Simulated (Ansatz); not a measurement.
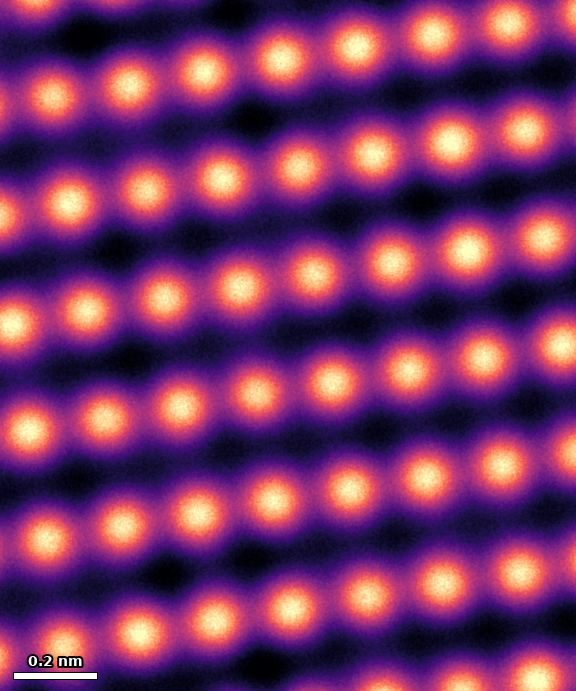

Z-contrast image of W (Pm-3m, No. 221) along [110]. The image is simulated as a sum over atoms of Z^1.7, blurred by a 1.30 Å probe (no channelling). The probe carries 25 % of its weight in a tail 2.5 times as wide. Shot noise and the speckle of an amorphous layer were added. Atomic positions: the geometry relaxed with Ansatz 0.2.0, DFT, revPBE, plane waves (420 eV) with PAW, scalar-relativistic; the starting structure was generated, so it need not be a known form of this composition.

### Interpret the image.

The columns repeat on a rectangular net of 1.87 × 2.65 Å (plane group p2mm). All columns are alike (W). The shortest distance between visible columns is 1.87 Å in projection. Along the beam the structure repeats every 3.74 Å.
